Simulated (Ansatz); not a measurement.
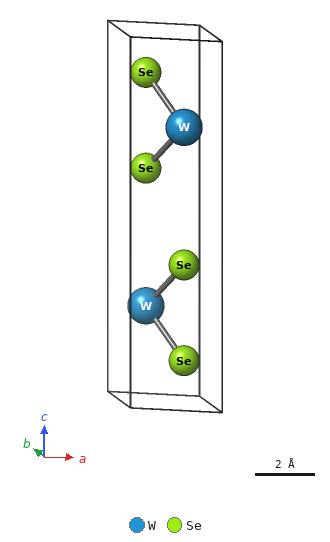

Figure 1. The structure as given in the input (ball-and-stick view of the cell of the calculation, seen slightly off an axis). An atom can appear more than once, as a periodic image. Near neighbours in the periodic cell (some may lie outside the picture): W has 6 Se at 2.53 Å; Se has 3 W at 2.53 Å.

# Geometry relaxation, with input and output: WSe$_{2}$ (part 1 of 2)

System: WSe$_{2}$ (P6₃/mmc, 6 atoms in the cell).
Method: DFT PBEsol+D3(BJ), scalar-relativistic, plane waves, PAW, no spin polarisation (Ansatz 0.2.0).

The structure derives from an entry of the Crystallography Open Database.

Input file
```yaml
crystal:
  lattice:
    - [3.2899984505, 0.0, 0.0]
    - [-1.6449992252, 2.8492222365, 0.0]
    - [0.0, 0.0, 12.97]
  atoms:
    - { symbol: W, position: [0.3333333333, 0.6666666667, 0.25] }
    - { symbol: W, position: [0.6666666667, 0.3333333333, 0.75] }
    - { symbol: Se, position: [0.3333333333, 0.6666666667, 0.621] }
    - { symbol: Se, position: [0.6666666667, 0.3333333333, 0.121] }
    - { symbol: Se, position: [0.3333333333, 0.6666666667, 0.879] }
    - { symbol: Se, position: [0.6666666667, 0.3333333333, 0.379] }
basis:
  ecutwfc: 420
kpoints:
  mp_grid: { grid: [12, 12, 2] }
hamiltonian:
  xc: pbesol
  dispersion: d3bj
scf:
  occupations: { method: gaussian, width: 0.02 }
output:
  forces: true
  stress: true
  eigenvalues: true
  write_density: true
  write_potential: true
  elf: true
  volumetric_format: npy
relax:
  adjacent_minimum: "off"
  f_tol: 0.005
  max_steps: 80
  cell: { stress_tol: 0.05 }
```

Machine: 1 thread of Intel Xeon (Sapphire Rapids), 32 GiB of memory available, shared host.

Run as:
```bash
ansatz run input.yaml --threads 1 --pin off --max-ram 2560MiB --backend cpu --events-out ev --progress --plain --runs-dir out
```

Log
```
Engine: ansatz 0.2.0, x86_64-unknown-linux-gnu
Pseudopotentials: kind: paw
Pseudopotential: W, paw, valence charge 14, recommended cutoff 420 eV (normal), W.paw.azcp
Pseudopotential: Se, paw, valence charge 16, recommended cutoff 420 eV (normal), Se.paw.azcp
Functional definition: PBEsol
  exchange = pbesol_x
  correlation = pbesol_c
Crystal: 6 atoms, lattice volume = 121.580 Å³
Basis set: ecut = 420 eV, 2419 PW (Γ), exchange–correlation on 48×48×180 points (8 copies of the dense FFT grid, shifted against one another)
Bands: 56, of which v1, the nominal top of the filled ones, is band 46 counted from 1 (45 counted from 0)
Symmetry: 24 space group operations
Space group: P63/mmc (ITA 194), of the structure as read, at distance tolerance 5.0e-5 Å
k-points: 38 of 288
Non-local potential: W, projectors of the file, l = 0: 3, l = 1: 2, l = 2: 2, l = 3: 1
Non-local potential: Se, projectors of the file, l = 0: 2, l = 1: 2, l = 2: 3, l = 3: 1
PAW form: soft (Blöchl's): semilocal exchange-correlation on the pseudo side does not see the compensation charge
PAW frozen core: W, regenerated for the run's functional, and the local potential with it (the file was generated under x = pbe(κ = 0.804, μ = 0.2195149727645171), c = pbe(β = 0.06672455060314922))
PAW frozen core: Se, regenerated for the run's functional, and the local potential with it (the file was generated under x = pbe(κ = 0.804, μ = 0.2195149727645171), c = pbe(β = 0.06672455060314922))
PAW one-centre angular grid: W, 590 points (default); XC on 64 Gauss nodes
PAW one-centre angular grid: Se, 590 points (default); XC on 64 Gauss nodes
Initial density: superposition of atomic densities (neutral atoms: chi_scale 0, normalization atom), corrected by the library's trained network
Initial wavefunctions: pseudopotential atomic-orbital guess
Functional: x = pbesol(κ = 0.804, μ = 0.12345679012345678), c = pbesol(β = 0.046)
SCF iter   1: F=—  HF=-42216.144673 eV  |F-HF|=—  |Δ(HF+E_count)|=         —  Δρ=4.85e-3  dr2=1.58e-2  ethr=1.77e-3  ⟨swp⟩=6.4  Hψ=7752  notcnv=0  defer=1
preconditioner: auto → Resta (q_TF=auto, 2.604 Å⁻¹)  ε∞=6.1  [insulator: Δε(μ)=0.937 eV  Ē_g=8.961 eV  σ=0.020 eV  W_gap=1.00  n_scr=40 (ndim 8)  ℏωp=20.2 eV  f_vac=0.044  D(μ)=0.00/eV (n_scr^D=0)  ε∞_Penn≈6.1]
SCF iter   2: F=—  HF=-42216.147977 eV  |F-HF|=—  |Δ(HF+E_count)|=   3.30e-3  Δρ=2.67e-3  dr2=3.17e-3  ethr=1.72e-5  ⟨swp⟩=3.0  Hψ=4416  notcnv=0  defer=99
SCF iter   3: F=—  HF=-42216.149751 eV  |F-HF|=—  |Δ(HF+E_count)|=   1.77e-3  Δρ=1.36e-3  dr2=8.69e-4  ethr=3.45e-6  ⟨swp⟩=1.9  Hψ=2147  notcnv=0  defer=99
SCF iter   4: F=—  HF=-42216.150460 eV  |F-HF|=—  |Δ(HF+E_count)|=   7.09e-4  Δρ=1.16e-4  dr2=4.18e-5  ethr=9.44e-7  ⟨swp⟩=2.0  Hψ=2760  notcnv=0  defer=99
SCF iter   5: F=—  HF=-42216.150472 eV  |F-HF|=—  |Δ(HF+E_count)|=   1.22e-5  Δρ=5.96e-5  dr2=7.48e-6  ethr=4.54e-8  ⟨swp⟩=2.3  Hψ=3625  notcnv=0  defer=99
SCF iter   6: F=—  HF=-42216.150477 eV  |F-HF|=—  |Δ(HF+E_count)|=   5.01e-6  Δρ=1.52e-5  dr2=3.35e-7  ethr=8.13e-9  ⟨swp⟩=2.9  Hψ=3634  notcnv=0  defer=99
SCF iter   7: F=-42216.150478 eV  HF=-42216.150478 eV  |F-HF|=9.15e-9  |Δ(HF+E_count)|=   3.04e-7  Δρ=3.85e-6  dr2=2.48e-8  ethr=1.09e-10  ⟨swp⟩=13.4  Hψ=14705  notcnv=0
SCF 1 converged in 7 iterations: F = -42216.150478 eV  dr2 = 2.48e-8
  greatest PAW one-centre occupation: 1.000 electrons in one spin orbital (limit 2), on the Se atom at site 5 (counted from 0), in its partial waves of l = 2
relax step   1: F+E_penalty+E_count = -42216.15047762 eV  Δ(F+E_penalty+E_count) = +0.000e0 eV  max|allowed force component| = 1.123e-1 eV/Å  Δτ_max = 0.0000 Å  P = -4.813 GPa  Ω = 121.580 Å³  (7 SCF iters, dr2 threshold 1.00e-7 eV, accepted)
Crystal: 6 atoms, lattice volume = 105.058 Å³
Basis set: ecut = 420 eV, 2033 PW (Γ), exchange–correlation on 48×48×180 points (8 copies of the dense FFT grid, shifted against one another)
Initial density: handed on by an earlier stage of this run
Initial wavefunctions: those handed on with the density
iter 1 solved again at ethr=7.95e-4 eV; its pass at ethr=3.10e-3 eV (dr2=7.32e-1 eV) is discarded
SCF iter   1: F=—  HF=-42216.201604 eV  |F-HF|=—  |Δ(HF+E_count)|=         —  Δρ=1.27e-2  dr2=7.25e-1  ethr=7.95e-4  ⟨swp⟩=1.4  Hψ=9256  notcnv=0
preconditioner: auto → Resta (q_TF=auto, 2.669 Å⁻¹)  ε∞=6.3  [insulator: Δε(μ)=0.620 eV  Ē_g=9.471 eV  σ=0.020 eV  W_gap=1.00  n_scr=40 (ndim 8)  ℏωp=21.7 eV  f_vac=0.003  D(μ)=0.00/eV (n_scr^D=0)  ε∞_Penn≈6.3]
SCF iter   2: F=—  HF=-42216.113557 eV  |F-HF|=—  |Δ(HF+E_count)|=   8.80e-2  Δρ=6.35e-3  dr2=1.77e-1  ethr=7.88e-4  ⟨swp⟩=2.0  Hψ=2513  notcnv=0
SCF iter   3: F=—  HF=-42216.084795 eV  |F-HF|=—  |Δ(HF+E_count)|=   2.88e-2  Δρ=1.21e-3  dr2=1.76e-3  ethr=1.93e-4  ⟨swp⟩=2.8  Hψ=2959  notcnv=0
SCF iter   4: F=—  HF=-42216.084604 eV  |F-HF|=—  |Δ(HF+E_count)|=   1.91e-4  Δρ=2.19e-4  dr2=6.33e-5  ethr=1.91e-6  ⟨swp⟩=2.0  Hψ=3131  notcnv=0  defer=5
SCF iter   5: F=—  HF=-42216.084619 eV  |F-HF|=—  |Δ(HF+E_count)|=   1.52e-5  Δρ=8.88e-5  dr2=8.98e-6  ethr=6.88e-8  ⟨swp⟩=2.0  Hψ=3780  notcnv=0  defer=5
SCF iter   6: F=—  HF=-42216.084617 eV  |F-HF|=—  |Δ(HF+E_count)|=   1.94e-6  Δρ=4.30e-5  dr2=2.96e-6  ethr=9.76e-9  ⟨swp⟩=2.0  Hψ=3776  notcnv=0  defer=5
SCF iter   7: F=-42216.084618 eV  HF=-42216.084618 eV  |F-HF|=7.67e-8  |Δ(HF+E_count)|=   8.07e-7  Δρ=1.51e-5  dr2=3.66e-7  ethr=6.52e-10  ⟨swp⟩=8.0  Hψ=13527  notcnv=0
SCF 2 converged in 7 iterations: F = -42216.084618 eV  dr2 = 3.66e-7
  greatest PAW one-centre occupation: 1.000 electrons in one spin orbital (limit 2), on the Se atom at site 4 (counted from 0), in its partial waves of l = 2
relax step   2: F+E_penalty+E_count = -42216.08461790 eV  Δ(F+E_penalty+E_count) = +6.586e-2 eV  max|allowed force component| = 1.453e-1 eV/Å  Δτ_max = 0.1321 Å  P = +6.442 GPa  Ω = 105.058 Å³  energy of the carried Pulay correction = +3.351e-3 eV  (7 SCF iters, dr2 threshold 6.00e-7 eV, rejected (line search))
Crystal: 6 atoms, lattice volume = 115.242 Å³
Basis set: ecut = 420 eV, 2299 PW (Γ), exchange–correlation on 48×48×180 points (8 copies of the dense FFT grid, shifted against one another)
iter 1 solved again at ethr=3.75e-4 eV; its pass at ethr=3.10e-3 eV (dr2=3.45e-1 eV) is discarded
SCF iter   1: F=—  HF=-42216.322355 eV  |F-HF|=—  |Δ(HF+E_count)|=         —  Δρ=8.29e-3  dr2=3.43e-1  ethr=3.75e-4  ⟨swp⟩=1.8  Hψ=9106  notcnv=0
preconditioner: auto → Resta (q_TF=auto, 2.628 Å⁻¹)  ε∞=6.1  [insulator: Δε(μ)=0.845 eV  Ē_g=9.186 eV  σ=0.020 eV  W_gap=1.00  n_scr=40 (ndim 8)  ℏωp=20.8 eV  f_vac=0.027  D(μ)=0.00/eV (n_scr^D=0)  ε∞_Penn≈6.1]
SCF iter   2: F=—  HF=-42216.273600 eV  |F-HF|=—  |Δ(HF+E_count)|=   4.88e-2  Δρ=4.21e-3  dr2=2.57e-2  ethr=3.73e-4  ⟨swp⟩=2.1  Hψ=2806  notcnv=0
SCF iter   3: F=—  HF=-42216.268058 eV  |F-HF|=—  |Δ(HF+E_count)|=   5.54e-3  Δρ=1.93e-3  dr2=9.11e-3  ethr=2.79e-5  ⟨swp⟩=2.0  Hψ=2986  notcnv=0
SCF iter   4: F=—  HF=-42216.266737 eV  |F-HF|=—  |Δ(HF+E_count)|=   1.32e-3  Δρ=6.05e-4  dr2=5.47e-4  ethr=9.90e-6  ⟨swp⟩=2.2  Hψ=3326  notcnv=0
SCF iter   5: F=—  HF=-42216.266741 eV  |F-HF|=—  |Δ(HF+E_count)|=   4.65e-6  Δρ=2.50e-4  dr2=1.02e-4  ethr=5.94e-7  ⟨swp⟩=2.0  Hψ=3802  notcnv=0
SCF iter   6: F=—  HF=-42216.266760 eV  |F-HF|=—  |Δ(HF+E_count)|=   1.83e-5  Δρ=7.15e-5  dr2=7.46e-6  ethr=1.11e-7  ⟨swp⟩=3.0  Hψ=4056  notcnv=0
SCF iter   7: F=—  HF=-42216.266774 eV  |F-HF|=—  |Δ(HF+E_count)|=   1.42e-5  Δρ=1.34e-5  dr2=2.79e-7  ethr=8.11e-9  ⟨swp⟩=2.0  Hψ=2816  notcnv=0
SCF iter   8: F=—  HF=-42216.266774 eV  |F-HF|=—  |Δ(HF+E_count)|=   2.42e-7  Δρ=4.18e-6  dr2=2.03e-8  ethr=3.04e-10  ⟨swp⟩=2.0  Hψ=3798  notcnv=0
SCF iter   9: F=—  HF=-42216.266774 eV  |F-HF|=—  |Δ(HF+E_count)|=   2.01e-8  Δρ=7.54e-7  dr2=6.97e-10  ethr=2.21e-11  ⟨swp⟩=2.0  Hψ=2808  notcnv=0
SCF iter  10: F=-42216.266774 eV  HF=-42216.266774 eV  |F-HF|=0.00e0  |Δ(HF+E_count)|=  5.31e-10  Δρ=1.54e-7  dr2=3.16e-11  ethr=1.00e-12  ⟨swp⟩=6.9  Hψ=10058  notcnv=0
SCF 3 converged in 10 iterations: F = -42216.266774 eV  dr2 = 3.16e-11
relax step   3: F+E_penalty+E_count = -42216.26677407 eV  Δ(F+E_penalty+E_count) = -1.163e-1 eV  max|allowed force component| = 5.876e-2 eV/Å  Δτ_max = 0.0521 Å  P = -1.708 GPa  Ω = 115.242 Å³  energy of the carried Pulay correction = +1.230e-3 eV  (10 SCF iters, accepted)
Crystal: 6 atoms, lattice volume = 111.464 Å³
Basis set: ecut = 420 eV, 2249 PW (Γ), exchange–correlation on 48×48×180 points (8 copies of the dense FFT grid, shifted against one another)
iter 1 solved again at ethr=2.66e-5 eV; its pass at ethr=3.10e-3 eV (dr2=2.45e-2 eV) is discarded
SCF iter   1: F=—  HF=-42216.288011 eV  |F-HF|=—  |Δ(HF+E_count)|=         —  Δρ=3.26e-3  dr2=2.38e-2  ethr=2.66e-5  ⟨swp⟩=2.7  Hψ=10699  notcnv=0
preconditioner: auto → Resta (q_TF=auto, 2.642 Å⁻¹)  ε∞=6.2  [insulator: Δε(μ)=0.668 eV  Ē_g=9.242 eV  σ=0.020 eV  W_gap=1.00  n_scr=40 (ndim 8)  ℏωp=21.1 eV  f_vac=0.012  D(μ)=0.00/eV (n_scr^D=0)  ε∞_Penn≈6.2]
SCF iter   2: F=—  HF=-42216.284097 eV  |F-HF|=—  |Δ(HF+E_count)|=   3.91e-3  Δρ=1.79e-3  dr2=3.33e-3  ethr=2.58e-5  ⟨swp⟩=2.0  Hψ=2764  notcnv=0
SCF iter   3: F=—  HF=-42216.283402 eV  |F-HF|=—  |Δ(HF+E_count)|=   6.95e-4  Δρ=6.70e-4  dr2=8.69e-4  ethr=3.62e-6  ⟨swp⟩=2.1  Hψ=3136  notcnv=0
SCF iter   4: F=—  HF=-42216.283333 eV  |F-HF|=—  |Δ(HF+E_count)|=   6.87e-5  Δρ=2.42e-4  dr2=7.46e-5  ethr=9.44e-7  ⟨swp⟩=2.8  Hψ=4044  notcnv=0
SCF iter   5: F=—  HF=-42216.283345 eV  |F-HF|=—  |Δ(HF+E_count)|=   1.19e-5  Δρ=6.47e-5  dr2=7.97e-6  ethr=8.11e-8  ⟨swp⟩=2.0  Hψ=3751  notcnv=0
SCF iter   6: F=—  HF=-42216.283344 eV  |F-HF|=—  |Δ(HF+E_count)|=   1.22e-6  Δρ=3.16e-5  dr2=1.28e-6  ethr=8.66e-9  ⟨swp⟩=2.0  Hψ=3783  notcnv=0
SCF iter   7: F=-42216.283345 eV  HF=-42216.283345 eV  |F-HF|=1.31e-8  |Δ(HF+E_count)|=   1.19e-6  Δρ=6.45e-6  dr2=4.83e-8  ethr=6.52e-10  ⟨swp⟩=10.3  Hψ=15914  notcnv=0
SCF 4 converged in 7 iterations: F = -42216.283345 eV  dr2 = 4.83e-8
  Residual-converged pass: ⟨swp⟩=1.0  Hψ=2281  notcnv=0  max |occ|·‖R‖ = 7.0e-9 eV (tolerance 1.0e-8 eV)  dr2=4.83e-8  dr2_onsite=3.23e-8  max |Δocc| = 6.9e-134
relax step   4: F+E_penalty+E_count = -42216.28334532 eV  Δ(F+E_penalty+E_count) = -1.657e-2 eV  max|allowed force component| = 5.780e-2 eV/Å  Δτ_max = 0.0428 Å  P = +0.123 GPa  Ω = 111.464 Å³  energy of the carried Pulay correction = +1.995e-3 eV  (7 SCF iters, dr2 threshold 6.00e-7 eV, accepted)
Crystal: 6 atoms, lattice volume = 112.261 Å³
iter 1 solved again at ethr=1.83e-6 eV; its pass at ethr=3.10e-3 eV (dr2=1.68e-3 eV) is discarded
SCF iter   1: F=—  HF=-42216.283223 eV  |F-HF|=—  |Δ(HF+E_count)|=         —  Δρ=1.33e-3  dr2=1.61e-3  ethr=1.83e-6  ⟨swp⟩=2.9  Hψ=9173  notcnv=0
preconditioner: auto → Resta (q_TF=auto, 2.639 Å⁻¹)  ε∞=6.2  [insulator: Δε(μ)=0.723 eV  Ē_g=9.261 eV  σ=0.020 eV  W_gap=1.00  n_scr=40 (ndim 8)  ℏωp=21.0 eV  f_vac=0.018  D(μ)=0.00/eV (n_scr^D=0)  ε∞_Penn≈6.2]
SCF iter   2: F=—  HF=-42216.282844 eV  |F-HF|=—  |Δ(HF+E_count)|=   3.79e-4  Δρ=7.08e-4  dr2=4.82e-4  ethr=1.75e-6  ⟨swp⟩=2.4  Hψ=2747  notcnv=0
SCF iter   3: F=—  HF=-42216.282734 eV  |F-HF|=—  |Δ(HF+E_count)|=   1.10e-4  Δρ=1.25e-4  dr2=1.84e-5  ethr=5.24e-7  ⟨swp⟩=3.0  Hψ=4047  notcnv=0
SCF iter   4: F=—  HF=-42216.282732 eV  |F-HF|=—  |Δ(HF+E_count)|=   1.55e-6  Δρ=4.62e-5  dr2=7.52e-6  ethr=2.00e-8  ⟨swp⟩=3.0  Hψ=3777  notcnv=0
SCF iter   5: F=—  HF=-42216.282732 eV  |F-HF|=—  |Δ(HF+E_count)|=   6.88e-7  Δρ=1.63e-5  dr2=4.17e-7  ethr=8.17e-9  ⟨swp⟩=2.0  Hψ=2456  notcnv=0
SCF iter   6: F=—  HF=-42216.282732 eV  |F-HF|=—  |Δ(HF+E_count)|=   2.27e-7  Δρ=9.23e-6  dr2=2.69e-7  ethr=2.27e-10  ⟨swp⟩=9.9  Hψ=18117  notcnv=0
SCF iter   7: F=-42216.282732 eV  HF=-42216.282732 eV  |F-HF|=4.32e-9  |Δ(HF+E_count)|=   4.64e-8  Δρ=2.10e-6  dr2=5.66e-9  ethr=2.27e-10  ⟨swp⟩=8.9  Hψ=15131  notcnv=0
SCF 5 converged in 7 iterations: F = -42216.282732 eV  dr2 = 5.66e-9
relax step   5: F+E_penalty+E_count = -42216.28273177 eV  Δ(F+E_penalty+E_count) = +6.135e-4 eV  max|allowed force component| = 1.410e-1 eV/Å  Δτ_max = 0.0201 Å  P = +0.674 GPa  Ω = 112.261 Å³  energy of the carried Pulay correction = +1.831e-3 eV  (7 SCF iters, dr2 threshold 2.09e-7 eV, rejected (line search))
Crystal: 6 atoms, lattice volume = 111.926 Å³
iter 1 solved again at ethr=7.77e-7 eV; its pass at ethr=3.10e-3 eV (dr2=7.15e-4 eV) is discarded
SCF iter   1: F=—  HF=-42216.284811 eV  |F-HF|=—  |Δ(HF+E_count)|=         —  Δρ=8.67e-4  dr2=6.58e-4  ethr=7.77e-7  ⟨swp⟩=2.5  Hψ=8697  notcnv=0
preconditioner: auto → Resta (q_TF=auto, 2.641 Å⁻¹)  ε∞=6.2  [insulator: Δε(μ)=0.688 eV  Ē_g=9.244 eV  σ=0.020 eV  W_gap=1.00  n_scr=40 (ndim 8)  ℏωp=21.1 eV  f_vac=0.014  D(μ)=0.00/eV (n_scr^D=0)  ε∞_Penn≈6.2]
SCF iter   2: F=—  HF=-42216.284655 eV  |F-HF|=—  |Δ(HF+E_count)|=   1.56e-4  Δρ=4.37e-4  dr2=1.73e-4  ethr=7.15e-7  ⟨swp⟩=2.3  Hψ=2558  notcnv=0
SCF iter   3: F=—  HF=-42216.284618 eV  |F-HF|=—  |Δ(HF+E_count)|=   3.73e-5  Δρ=1.45e-4  dr2=3.66e-5  ethr=1.88e-7  ⟨swp⟩=2.8  Hψ=3638  notcnv=0
SCF iter   4: F=—  HF=-42216.284608 eV  |F-HF|=—  |Δ(HF+E_count)|=   9.56e-6  Δρ=4.77e-5  dr2=3.05e-6  ethr=3.97e-8  ⟨swp⟩=2.3  Hψ=2989  notcnv=0
SCF iter   5: F=—  HF=-42216.284607 eV  |F-HF|=—  |Δ(HF+E_count)|=   7.44e-7  Δρ=1.24e-5  dr2=2.63e-7  ethr=3.32e-9  ⟨swp⟩=2.0  Hψ=3732  notcnv=0
SCF iter   6: F=—  HF=-42216.284607 eV  |F-HF|=—  |Δ(HF+E_count)|=   5.92e-8  Δρ=5.41e-6  dr2=5.63e-8  ethr=2.86e-10  ⟨swp⟩=2.0  Hψ=3794  notcnv=0
SCF iter   7: F=—  HF=-42216.284607 eV  |F-HF|=—  |Δ(HF+E_count)|=   2.96e-8  Δρ=1.32e-6  dr2=2.54e-9  ethr=6.12e-11  ⟨swp⟩=2.0  Hψ=2683  notcnv=0
SCF iter   8: F=—  HF=-42216.284607 eV  |F-HF|=—  |Δ(HF+E_count)|=   1.85e-9  Δρ=2.87e-7  dr2=1.08e-10  ethr=2.76e-12  ⟨swp⟩=2.0  Hψ=2812  notcnv=0
SCF iter   9: F=-42216.284607 eV  HF=-42216.284607 eV  |F-HF|=1.46e-11  |Δ(HF+E_count)|=  7.28e-11  Δρ=6.07e-8  dr2=4.38e-12  ethr=1.00e-12  ⟨swp⟩=6.0  Hψ=9584  notcnv=0
SCF 6 converged in 9 iterations: F = -42216.284607 eV  dr2 = 4.38e-12
relax step   6: F+E_penalty+E_count = -42216.28460724 eV  Δ(F+E_penalty+E_count) = -1.262e-3 eV  max|allowed force component| = 1.263e-2 eV/Å  Δτ_max = 0.0074 Å  P = +0.067 GPa  Ω = 111.926 Å³  energy of the carried Pulay correction = +1.900e-3 eV  (9 SCF iters, accepted)
Crystal: 6 atoms, lattice volume = 112.199 Å³
iter 1 solved again at ethr=1.30e-7 eV; its pass at ethr=3.10e-3 eV (dr2=1.20e-4 eV) is discarded
SCF iter   1: F=—  HF=-42216.284817 eV  |F-HF|=—  |Δ(HF+E_count)|=         —  Δρ=2.98e-4  dr2=1.16e-4  ethr=1.30e-7  ⟨swp⟩=2.9  Hψ=8966  notcnv=0
preconditioner: auto → Resta (q_TF=auto, 2.640 Å⁻¹)  ε∞=6.2  [insulator: Δε(μ)=0.706 eV  Ē_g=9.238 eV  σ=0.020 eV  W_gap=1.00  n_scr=40 (ndim 8)  ℏωp=21.0 eV  f_vac=0.015  D(μ)=0.00/eV (n_scr^D=0)  ε∞_Penn≈6.2]
SCF iter   2: F=—  HF=-42216.284797 eV  |F-HF|=—  |Δ(HF+E_count)|=   1.98e-5  Δρ=1.64e-4  dr2=2.55e-5  ethr=1.26e-7  ⟨swp⟩=2.0  Hψ=2317  notcnv=0
SCF iter   3: F=—  HF=-42216.284789 eV  |F-HF|=—  |Δ(HF+E_count)|=   8.44e-6  Δρ=5.09e-5  dr2=7.09e-6  ethr=2.77e-8  ⟨swp⟩=2.6  Hψ=3370  notcnv=0
SCF iter   4: F=—  HF=-42216.284788 eV  |F-HF|=—  |Δ(HF+E_count)|=   6.22e-7  Δρ=2.09e-5  dr2=5.67e-7  ethr=7.71e-9  ⟨swp⟩=2.6  Hψ=3211  notcnv=0
SCF iter   5: F=—  HF=-42216.284788 eV  |F-HF|=—  |Δ(HF+E_count)|=   9.74e-8  Δρ=4.48e-6  dr2=4.28e-8  ethr=6.90e-11  ⟨swp⟩=6.8  Hψ=14792  notcnv=0
SCF iter   6: F=-42216.284788 eV  HF=-42216.284788 eV  |F-HF|=5.14e-9  |Δ(HF+E_count)|=   9.02e-9  Δρ=2.65e-6  dr2=1.05e-8  ethr=4.66e-11  ⟨swp⟩=8.0  Hψ=12820  notcnv=0
SCF 7 converged in 6 iterations: F = -42216.284788 eV  dr2 = 1.05e-8
relax step   7: F+E_penalty+E_count = -42216.28478825 eV  Δ(F+E_penalty+E_count) = -1.810e-4 eV  max|allowed force component| = 1.502e-3 eV/Å  Δτ_max = 0.0042 Å  P = -0.003 GPa  Ω = 112.199 Å³  energy of the carried Pulay correction = +1.844e-3 eV  (6 SCF iters, dr2 threshold 6.34e-8 eV, accepted)
Initial wavefunctions: pseudopotential atomic-orbital guess (no wavefunctions were taken with the density)
iter 1 solved again at ethr=6.79e-8 eV; its pass at ethr=3.10e-3 eV (dr2=6.25e-5 eV) is discarded
SCF iter   1: F=—  HF=-42216.283002 eV  |F-HF|=—  |Δ(HF+E_count)|=         —  Δρ=1.18e-4  dr2=2.21e-6  ethr=6.79e-8  ⟨swp⟩=3.5  Hψ=13095  notcnv=0
SCF iter   2: F=—  HF=-42216.283001 eV  |F-HF|=—  |Δ(HF+E_count)|=   9.71e-7  Δρ=6.29e-5  dr2=7.50e-7  ethr=2.40e-9  ⟨swp⟩=2.1  Hψ=3669  notcnv=0
SCF iter   3: F=—  HF=-42216.283001 eV  |F-HF|=—  |Δ(HF+E_count)|=   2.06e-7  Δρ=1.74e-5  dr2=1.07e-7  ethr=8.15e-10  ⟨swp⟩=2.0  Hψ=3568  notcnv=0
SCF iter   4: F=—  HF=-42216.283001 eV  |F-HF|=—  |Δ(HF+E_count)|=   2.53e-9  Δρ=3.50e-6  dr2=1.09e-8  ethr=1.17e-10  ⟨swp⟩=2.9  Hψ=3739  notcnv=0
SCF iter   5: F=—  HF=-42216.283001 eV  |F-HF|=—  |Δ(HF+E_count)|=   1.31e-9  Δρ=9.57e-7  dr2=6.34e-10  ethr=1.18e-11  ⟨swp⟩=2.2  Hψ=2597  notcnv=0
SCF iter   6: F=-42216.283001 eV  HF=-42216.283001 eV  |F-HF|=0.00e0  |Δ(HF+E_count)|=  1.46e-11  Δρ=1.33e-7  dr2=4.32e-11  ethr=1.00e-12  ⟨swp⟩=4.9  Hψ=10967  notcnv=0
SCF 8 converged in 6 iterations: F = -42216.283001 eV  dr2 = 4.32e-11
relax step   8: F+E_penalty+E_count = -42216.28300134 eV  Δ(F+E_penalty+E_count) = +1.787e-3 eV  max|allowed force component| = 1.310e-3 eV/Å  Δτ_max = 0.0000 Å  P = -0.004 GPa  Ω = 112.199 Å³  stress off target by 1.30e-2 GPa  SCF on the basis re-selected at this cell (its energy is not comparable with the rows above)  (6 SCF iters)
```
